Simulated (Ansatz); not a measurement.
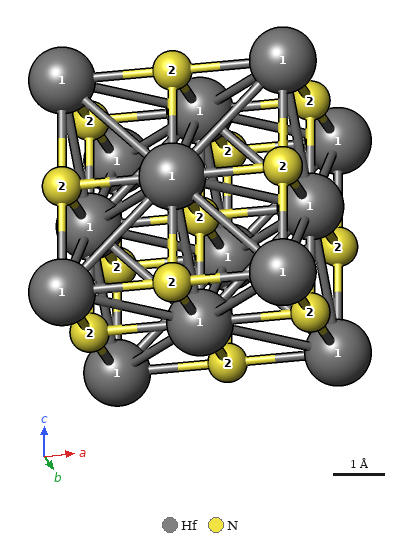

The structure as given in the input (ball-and-stick view of the cell 4 times as large as that of the calculation, set on its symmetry axes, seen at an oblique angle; atoms are numbered from 1 in the order of the input). An atom can appear more than once, as a periodic image.

**HfN: geometry relaxation**

System: HfN (Fm-3m, 2 atoms in the cell).
Method: DFT PBEsol, scalar-relativistic, plane waves, PAW, no spin polarisation (Ansatz 0.2.0).

The structure derives from a Materials Project entry. Figures and captions count atoms from 1; the log counts them from 0 in places.

The program's output
```
Engine: ansatz 0.2.0, aarch64-unknown-linux-gnu
Pseudopotentials: kind: paw
Pseudopotential: Hf, paw, valence charge 26, recommended cutoff 420 eV (normal), Hf.paw.azcp
Pseudopotential: N, paw, valence charge 5, recommended cutoff 420 eV (normal), N.paw.azcp
Functional definition: PBEsol
  exchange = pbesol_x
  correlation = pbesol_c
Crystal: 2 atoms, lattice volume = 22.960 Å³
Basis set: ecut = 420 eV, 459 PW (Γ), exchange–correlation on 48×48×48 points (8 copies of the dense FFT grid, shifted against one another)
Bands: 20, of which v1, the nominal top of the filled ones, is band 16 counted from 1 (15 counted from 0)
Symmetry: 48 space group operations
Space group: Fm-3m (ITA 225), of the structure as read, at distance tolerance 2.8e-5 Å
k-points: 145 of 4096
Non-local potential: Hf, projectors of the file, l = 0: 3, l = 1: 2, l = 2: 2, l = 3: 3
Non-local potential: N, projectors of the file, l = 0: 2, l = 1: 2, l = 2: 1
PAW form: soft (Blöchl's): semilocal exchange-correlation on the pseudo side does not see the compensation charge
PAW frozen core: Hf, regenerated for the run's functional, and the local potential with it (the file was generated under x = pbe(κ = 0.804, μ = 0.2195149727645171), c = pbe(β = 0.06672455060314922))
PAW frozen core: N, regenerated for the run's functional, and the local potential with it (the file was generated under x = pbe(κ = 0.804, μ = 0.2195149727645171), c = pbe(β = 0.06672455060314922))
PAW one-centre angular grid: Hf, 590 points (default); XC on 64 Gauss nodes
PAW one-centre angular grid: N, 110 points (default); XC on 64 Gauss nodes
Initial density: superposition of atomic densities (neutral atoms: chi_scale 0, normalization atom), corrected by the library's trained network
Initial wavefunctions: pseudopotential atomic-orbital guess
Functional: x = pbesol(κ = 0.804, μ = 0.12345679012345678), c = pbesol(β = 0.046)
SCF iter   1: F=—  HF=-15980.254326 eV  |F-HF|=—  |Δ(HF+E_count)|=         —  Δρ=8.40e-3  dr2=1.42e-2  ethr=1.77e-3  ⟨swp⟩=4.9  Hψ=12111  notcnv=0
preconditioner: auto → Kerker (q_TF=auto, 2.868 Å⁻¹)  [metal: Δε(μ)=0.004 eV  Ē_g=18.978 eV  σ=0.100 eV  W_gap=0.02  n_scr=14 (ndim 8)  ℏωp=41.7 eV  f_vac=0.000  D(μ)=0.63/eV (n_scr^D=0)]
SCF iter   2: F=—  HF=-15980.250476 eV  |F-HF|=—  |Δ(HF+E_count)|=   3.85e-3  Δρ=2.37e-3  dr2=9.44e-4  ethr=4.58e-5  ⟨swp⟩=1.7  Hψ=4352  notcnv=0
SCF iter   3: F=—  HF=-15980.250261 eV  |F-HF|=—  |Δ(HF+E_count)|=   2.16e-4  Δρ=8.79e-4  dr2=1.20e-4  ethr=3.04e-6  ⟨swp⟩=2.0  Hψ=3351  notcnv=0
SCF iter   4: F=—  HF=-15980.250245 eV  |F-HF|=—  |Δ(HF+E_count)|=   1.55e-5  Δρ=3.28e-4  dr2=1.59e-5  ethr=3.88e-7  ⟨swp⟩=2.0  Hψ=5117  notcnv=0
SCF iter   5: F=—  HF=-15980.250218 eV  |F-HF|=—  |Δ(HF+E_count)|=   2.75e-5  Δρ=9.38e-5  dr2=1.32e-6  ethr=5.12e-8  ⟨swp⟩=2.3  Hψ=5118  notcnv=0
SCF iter   6: F=—  HF=-15980.250219 eV  |F-HF|=—  |Δ(HF+E_count)|=   1.54e-6  Δρ=1.89e-5  dr2=5.36e-8  ethr=3.23e-10  ⟨swp⟩=8.1  Hψ=21579  notcnv=0
SCF iter   7: F=-15980.250219 eV  HF=-15980.250219 eV  |F-HF|=1.21e-8  |Δ(HF+E_count)|=   9.04e-8  Δρ=4.80e-6  dr2=3.83e-9  ethr=1.73e-10  ⟨swp⟩=9.0  Hψ=18980  notcnv=0
SCF 1 converged in 7 iterations: F = -15980.250219 eV  dr2 = 3.83e-9
  greatest PAW one-centre occupation: 0.998 electrons in one spin orbital (limit 2), on the Hf atom at site 0 (counted from 0), in its partial waves of l = 3
relax step   1: F+E_penalty+E_count = -15980.25021899 eV  Δ(F+E_penalty+E_count) = +0.000e0 eV  max|allowed force component| = 9.138e-30 eV/Å  Δτ_max = 0.0000 Å  P = -1.897 GPa  Ω = 22.960 Å³  (7 SCF iters, dr2 threshold 1.00e-7 eV, accepted)
Crystal: 2 atoms, lattice volume = 22.727 Å³
Initial density: handed on by an earlier stage of this run
Initial wavefunctions: those handed on with the density
iter 1 solved again at ethr=1.45e-6 eV; its pass at ethr=3.10e-3 eV (dr2=4.50e-4 eV) is discarded
SCF iter   1: F=—  HF=-15980.251735 eV  |F-HF|=—  |Δ(HF+E_count)|=         —  Δρ=1.39e-3  dr2=4.31e-4  ethr=1.45e-6  ⟨swp⟩=2.2  Hψ=14212  notcnv=0
preconditioner: auto → Kerker (q_TF=auto, 2.873 Å⁻¹)  [metal: Δε(μ)=0.012 eV  Ē_g=19.054 eV  σ=0.100 eV  W_gap=0.07  n_scr=14 (ndim 8)  ℏωp=41.9 eV  f_vac=0.000  D(μ)=0.61/eV (n_scr^D=0)]
SCF iter   2: F=—  HF=-15980.251642 eV  |F-HF|=—  |Δ(HF+E_count)|=   9.32e-5  Δρ=3.24e-4  dr2=2.29e-5  ethr=1.39e-6  ⟨swp⟩=2.0  Hψ=3876  notcnv=0
SCF iter   3: F=—  HF=-15980.251637 eV  |F-HF|=—  |Δ(HF+E_count)|=   5.18e-6  Δρ=1.62e-4  dr2=5.19e-6  ethr=7.38e-8  ⟨swp⟩=2.0  Hψ=4766  notcnv=0
SCF iter   4: F=—  HF=-15980.251637 eV  |F-HF|=—  |Δ(HF+E_count)|=   2.82e-7  Δρ=1.01e-4  dr2=2.41e-6  ethr=1.67e-8  ⟨swp⟩=2.0  Hψ=4640  notcnv=0
SCF iter   5: F=-15980.251636 eV  HF=-15980.251636 eV  |F-HF|=4.42e-8  |Δ(HF+E_count)|=   1.16e-6  Δρ=1.75e-5  dr2=7.06e-8  ethr=6.45e-10  ⟨swp⟩=6.8  Hψ=20526  notcnv=0
SCF 2 converged in 5 iterations: F = -15980.251636 eV  dr2 = 7.06e-8
relax step   2: F+E_penalty+E_count = -15980.25163613 eV  Δ(F+E_penalty+E_count) = -1.417e-3 eV  max|allowed force component| = 7.757e-30 eV/Å  Δτ_max = 0.0000 Å  P = +1.021 GPa  Ω = 22.727 Å³  energy of the carried Pulay correction = +7.618e-4 eV  (5 SCF iters, dr2 threshold 2.00e-7 eV, accepted)
Crystal: 2 atoms, lattice volume = 22.808 Å³
iter 1 solved again at ethr=1.79e-7 eV; its pass at ethr=3.10e-3 eV (dr2=5.56e-5 eV) is discarded
SCF iter   1: F=—  HF=-15980.251638 eV  |F-HF|=—  |Δ(HF+E_count)|=         —  Δρ=4.87e-4  dr2=5.31e-5  ethr=1.79e-7  ⟨swp⟩=2.0  Hψ=13998  notcnv=0
preconditioner: auto → Kerker (q_TF=auto, 2.871 Å⁻¹)  [metal: Δε(μ)=0.010 eV  Ē_g=19.045 eV  σ=0.100 eV  W_gap=0.06  n_scr=14 (ndim 8)  ℏωp=41.9 eV  f_vac=0.000  D(μ)=0.62/eV (n_scr^D=0)]
SCF iter   2: F=—  HF=-15980.251625 eV  |F-HF|=—  |Δ(HF+E_count)|=   1.32e-5  Δρ=1.06e-4  dr2=2.44e-6  ethr=1.71e-7  ⟨swp⟩=2.0  Hψ=3862  notcnv=0
SCF iter   3: F=—  HF=-15980.251626 eV  |F-HF|=—  |Δ(HF+E_count)|=   3.03e-7  Δρ=5.33e-5  dr2=5.59e-7  ethr=6.45e-10  ⟨swp⟩=10.7  Hψ=26714  notcnv=0
SCF iter   4: F=—  HF=-15980.251626 eV  |F-HF|=—  |Δ(HF+E_count)|=   1.52e-7  Δρ=3.69e-5  dr2=3.05e-7  ethr=6.45e-10  ⟨swp⟩=9.4  Hψ=23399  notcnv=0
SCF iter   5: F=-15980.251626 eV  HF=-15980.251626 eV  |F-HF|=7.29e-9  |Δ(HF+E_count)|=   1.44e-7  Δρ=6.25e-6  dr2=1.00e-8  ethr=6.45e-10  ⟨swp⟩=8.5  Hψ=18417  notcnv=0
SCF 3 converged in 5 iterations: F = -15980.251626 eV  dr2 = 1.00e-8
relax step   3: F+E_penalty+E_count = -15980.25162554 eV  Δ(F+E_penalty+E_count) = +1.059e-5 eV  max|allowed force component| = 6.048e-30 eV/Å  Δτ_max = 0.0000 Å  P = -0.009 GPa  Ω = 22.808 Å³  energy of the carried Pulay correction = +4.962e-4 eV  (5 SCF iters, dr2 threshold 2.00e-7 eV, accepted)
Initial wavefunctions: pseudopotential atomic-orbital guess (no wavefunctions were taken with the density)
iter 1 solved again at ethr=8.22e-9 eV; its pass at ethr=3.10e-3 eV (dr2=2.55e-6 eV) is discarded
SCF iter   1: F=—  HF=-15980.251153 eV  |F-HF|=—  |Δ(HF+E_count)|=         —  Δρ=3.66e-5  dr2=5.96e-8  ethr=8.22e-9  ⟨swp⟩=3.7  Hψ=21473  notcnv=0
preconditioner: auto → Kerker (q_TF=auto, 2.871 Å⁻¹)  [metal: Δε(μ)=0.011 eV  Ē_g=19.042 eV  σ=0.100 eV  W_gap=0.06  n_scr=14 (ndim 8)  ℏωp=41.9 eV  f_vac=0.000  D(μ)=0.61/eV (n_scr^D=0)]
SCF iter   2: F=—  HF=-15980.251152 eV  |F-HF|=—  |Δ(HF+E_count)|=   1.72e-6  Δρ=1.94e-5  dr2=2.22e-8  ethr=1.92e-10  ⟨swp⟩=2.0  Hψ=4708  notcnv=0
SCF iter   3: F=—  HF=-15980.251152 eV  |F-HF|=—  |Δ(HF+E_count)|=   8.79e-9  Δρ=1.01e-5  dr2=4.74e-9  ethr=7.16e-11  ⟨swp⟩=2.0  Hψ=5045  notcnv=0
SCF iter   4: F=—  HF=-15980.251152 eV  |F-HF|=—  |Δ(HF+E_count)|=   4.85e-9  Δρ=1.53e-6  dr2=2.60e-10  ethr=1.53e-11  ⟨swp⟩=2.0  Hψ=5160  notcnv=0
SCF iter   5: F=—  HF=-15980.251152 eV  |F-HF|=—  |Δ(HF+E_count)|=  1.09e-11  Δρ=8.12e-7  dr2=7.17e-11  ethr=1.00e-12  ⟨swp⟩=2.0  Hψ=5155  notcnv=0
SCF iter   6: F=-15980.251152 eV  HF=-15980.251152 eV  |F-HF|=3.64e-12  |Δ(HF+E_count)|=  3.27e-11  Δρ=1.26e-7  dr2=1.98e-12  ethr=1.00e-12  ⟨swp⟩=5.8  Hψ=13383  notcnv=0
SCF 4 converged in 6 iterations: F = -15980.251152 eV  dr2 = 1.98e-12
relax step   4: F+E_penalty+E_count = -15980.25115162 eV  Δ(F+E_penalty+E_count) = +4.739e-4 eV  max|allowed force component| = 5.654e-30 eV/Å  Δτ_max = 0.0000 Å  P = -0.036 GPa  Ω = 22.808 Å³  stress off target by 3.64e-2 GPa  SCF on the basis re-selected at this cell (its energy is not comparable with the rows above)  (6 SCF iters)
```

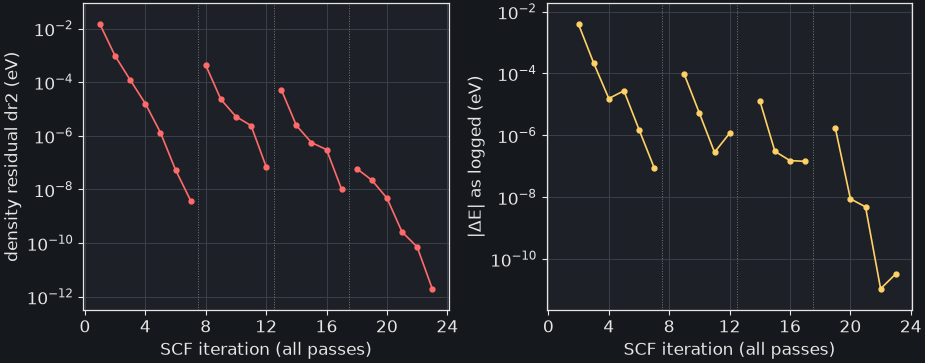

Convergence of the self-consistent field: density residual dr2 and size of the energy change against the SCF iteration. The dotted lines part the SCF passes of the relaxation: geometry steps, rejected trials and re-solves on a re-selected basis. The passes take 7, 5, 5 and 6 iterations.

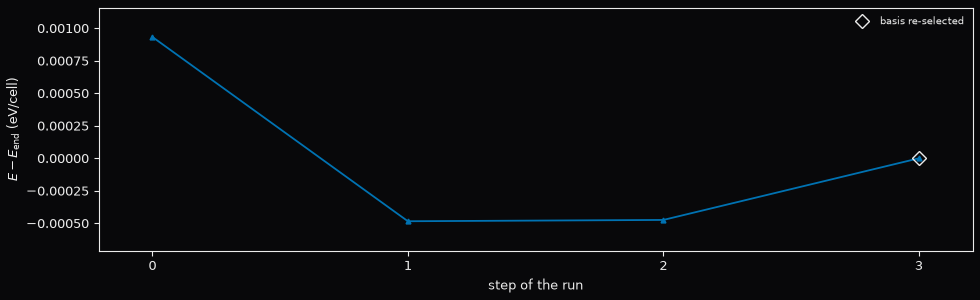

Progress of the relaxation, step by step (the first geometry is step 0 here and step 1 in the log). After 2 geometry steps the energy has fallen by 1.4 meV per cell of the calculation. All forces vanish by symmetry, so only the cell relaxes. Pressure: −1.90 GPa at the start and −0.04 GPa at the end. No atom moves by more than 0.005 Å relative to the cell. A last SCF at the same geometry on a re-selected plane-wave basis shifts the energy by +0.5 meV per cell of the calculation.

```
basis re-selected at this cell: Δ(F+E_penalty+E_count) = +4.739e-4 eV, ΔP = -0.027 GPa vs the last step (what re-selecting the basis moved, of the pressure what is left beyond the Pulay correction that the steps carried, after the strain that the cell walked since its last selection, with what the two solves' SCF thresholds leave and, on support functions, any second-order correction that the steps lacked; it is no measure of the basis error at this ecutwfc). This SCF's stress stands 3.64e-2 GPa from its target on what of the cell is left free (relax.cell.stress_tol is 5.00e-2 GPa) and its largest allowed force component is 5.65e-30 eV/Å (relax.f_tol is 5.00e-3 eV/Å): within both
SCF converged after 6 iterations
Free energy (F): -15980.251152 eV
Harris-Foulkes:  -15980.251152 eV  (|F-HF|=3.64e-12)
Internal energy: -15980.248079 eV  (E = F + TS)
E sigma→0 (E₀):  -15980.249615 eV
Entropy (-TS):   -0.003072 eV (-1.536 meV/atom)
Fermi energy:    23.965173 eV
--- Per-component energies (eV) ---
  E_band       = 186.795967
  E_kinetic    = 557.393805
  E_local      = -4694.030889  (includes V_loc(G=0)·N_el)
  E_nonlocal   = -1192.586009
  E_hartree    = 2229.862977
  E_xc         = -359.054695
  E_vxc        = -344.581032  (∫ρ·V_xc dr)
  E_paw        = -6929.697751  (= ΣΔE_a)
  E_vpaw       = 1400.874017  (= ΣTr[D̂ρ^β])
  E_aug_tail   = 0.000093  (compensation charges beyond the density's cutoff)
  E_ewald      = -5593.414801
  E_core_change = 1.279190  (= ΣΔE_core)
  E_smearing   = -0.003072  (= −TS)
  E_closure    = -0.000000  (closes the sum)
  Σ components = -15980.251152   (vs F -15980.251152, Δ=0.00e0)
--- Forces (eV/Å), atoms counted from 1 ---
  atom   1  Hf    -0.00000000     0.00000000     0.00000000
  atom   2  N      0.00000000    -0.00000000    -0.00000000
  max |Σ_I F_I| component: 8.68e-30 eV/Å
--- Stress (GPa, compression-positive) ---
       -0.036440      -0.000000      -0.000000
       -0.000000      -0.036440      -0.000000
       -0.000000      -0.000000      -0.036440
  P = ⅓ Tr σ = -0.0364 GPa (-0.364 kbar)
--- Band table (eV; the first three rows and the last of 145) ---
  k-point 0: bands = ["-38.6652", "-7.0670", "-7.0670", "-7.0670", "6.4494", "11.3871", "11.3871", "11.3871", "11.4234", "11.5273", "11.5273", "11.5273", "21.0585", "21.0585", "21.0585", "23.5656", "23.5656", "23.5656", "25.8425", "25.9145"]
  k-point 1: bands = ["-38.6627", "-7.1096", "-7.0705", "-7.0705", "6.5413", "11.3879", "11.3906", "11.3906", "11.4254", "11.5243", "11.5243", "11.5274", "20.6379", "20.8060", "20.8060", "23.6945", "23.7067", "23.7067", "26.1348", "26.2311"]
  k-point 2: bands = ["-38.6557", "-7.2288", "-7.0803", "-7.0803", "6.8045", "11.3912", "11.4007", "11.4007", "11.4315", "11.5161", "11.5161", "11.5278", "19.7052", "20.2263", "20.2263", "23.9114", "24.0726", "24.0726", "26.8771", "27.0482"]
  k-point 144: bands = ["-38.5785", "-7.6518", "-7.6518", "-7.4317", "8.1516", "11.4407", "11.4543", "11.4543", "11.4783", "11.4783", "11.5050", "11.5463", "17.7933", "18.4714", "18.4714", "25.1115", "25.1115", "29.5890", "29.6109", "30.1919"]
--- Relaxed structure (3 steps of the walk, 3 accepted, 1 SCFs on fresh bases) ---
  F+E_penalty+E_count = -15980.25115162 eV   max|allowed force component| = 5.654e-30 eV/Å   (the final SCF, on the basis selected at the relaxed cell)
  cell:  # Å, volume = 22.8076 Å³
    - [-4.2892682542539036e-35, 2.2508679204077597, 2.2508679204077597]
    - [2.2508679204077597, -1.0351467226594427e-33, 2.2508679204077597]
    - [2.2508679204077597, 2.2508679204077597, -1.8423452101363203e-33]
  atoms:
    - { symbol: Hf, position: [-2.8902835163931848e-36, 2.890283516393084e-36, 2.8902835163898485e-36] }
    - { symbol: N, position: [0.5, 0.5, 0.5] }
```

Trajectory as extended XYZ (Å, eV, eV/Å), 4 frames, from step=1 to step=4
```
2
Lattice="0.0000 2.2559 2.2559 2.2559 0.0000 2.2559 2.2559 2.2559 0.0000" Properties=species:S:1:pos:R:3:forces:R:3 step=1 energy=-15980.25022 pressure_GPa=-1.90
Hf    0.0000    0.0000    0.0000    0.0000   0.0000   0.0000
N     2.2559    2.2559    2.2559    0.0000   0.0000   0.0000
2
Lattice="0.0000 2.2482 2.2482 2.2482 0.0000 2.2482 2.2482 2.2482 0.0000" Properties=species:S:1:pos:R:3:forces:R:3 step=2 energy=-15980.25164 pressure_GPa=1.02
Hf    0.0000    0.0000    0.0000    0.0000   0.0000   0.0000
N     2.2482    2.2482    2.2482    0.0000   0.0000   0.0000
2
Lattice="0.0000 2.2509 2.2509 2.2509 0.0000 2.2509 2.2509 2.2509 0.0000" Properties=species:S:1:pos:R:3:forces:R:3 step=3 energy=-15980.25163 pressure_GPa=-0.01
Hf    0.0000    0.0000    0.0000    0.0000   0.0000   0.0000
N     2.2509    2.2509    2.2509    0.0000   0.0000   0.0000
2
Lattice="0.0000 2.2509 2.2509 2.2509 0.0000 2.2509 2.2509 2.2509 0.0000" Properties=species:S:1:pos:R:3:forces:R:3 step=4 energy=-15980.25115 pressure_GPa=-0.04
Hf    0.0000    0.0000    0.0000    0.0000   0.0000   0.0000
N     2.2509    2.2509    2.2509    0.0000   0.0000   0.0000
```

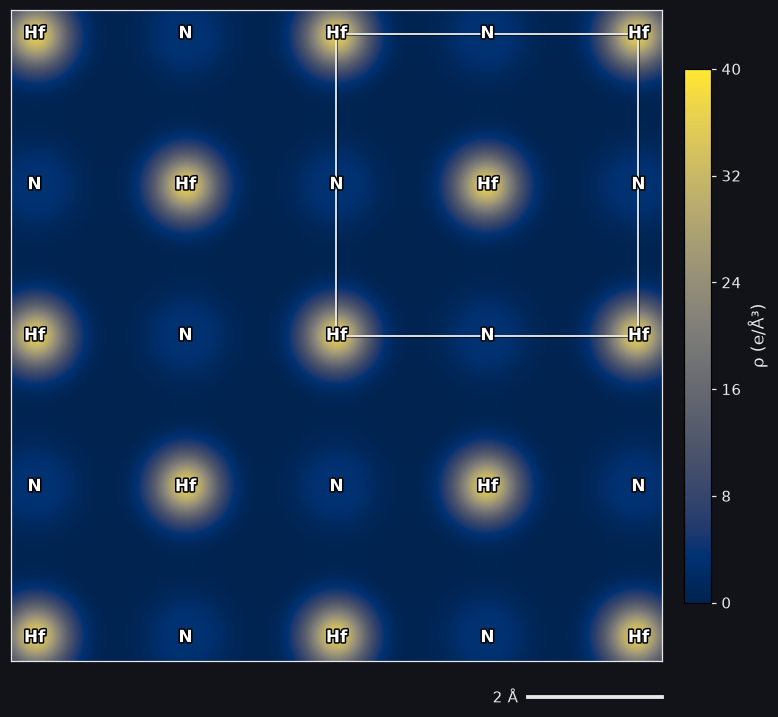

Valence charge density (pseudo) on the (001) plane of the conventional cell. Atoms in the plane: Hf and N. Hf–N (2.25 Å): ρ is about 0.53 e/Å³ halfway. Hf–Hf (3.18 Å): ρ at the midpoint is about 0.19 e/Å³. Away from the nuclei the density in this plane falls to 0.19 e/Å³ at its lowest. In a PAW calculation such maps are meaningful between the atoms, not at the nuclei.

This output came from the following input.

Input
```yaml
crystal:
  lattice:
    - [0.0, 2.2558601243, 2.2558601243]
    - [2.2558601243, 0.0, 2.2558601243]
    - [2.2558601243, 2.2558601243, 0.0]
  atoms:
    - { symbol: Hf, position: [0.0, 0.0, 0.0] }
    - { symbol: "N", position: [0.5, 0.5, 0.5] }
basis:
  ecutwfc: 420
kpoints:
  mp_grid: { grid: [16, 16, 16] }
hamiltonian:
  xc: pbesol
scf:
  occupations: { method: gaussian, width: 0.1 }
output:
  forces: true
  stress: true
  eigenvalues: true
  write_density: true
  write_potential: true
  elf: true
  volumetric_format: npy
relax:
  adjacent_minimum: "off"
  f_tol: 0.005
  max_steps: 80
  cell: { stress_tol: 0.05 }
```

Launched with:
```bash
ansatz run input.yaml --threads 1 --pin off --max-ram 2560MiB --backend cpu --events-out ev --progress --plain --runs-dir out
```

Summary

| quantity | value |
| --- | --- |
| outcome | converged |
| space group (tolerance 0.01 Å) | Fm-3m (225) |
| electrons treated | 31 |
| free energy | −15980.2512 eV |
| Fermi energy | 23.965 eV |
| gap on the k-point mesh | none (metallic) |
| pressure | −0.04 GPa |
| final volume | 22.81 Å³ |
| largest force (length of the vector) at the end | under 0.001 eV/Å |
| final cell | a = 3.183 Å, b = 3.183 Å, c = 3.183 Å, α = 60.00°, β = 60.00°, γ = 60.00° |
| hardware | 1 thread of Arm Neoverse V2, 128 GiB of memory available, shared host |
| wall time | 19 s |
| peak memory | 0.36 GiB |

Spin–orbit coupling is left out, which matters for Hf. The cell holds an odd number of electrons but the run has no spin polarisation, so a band is left half filled.
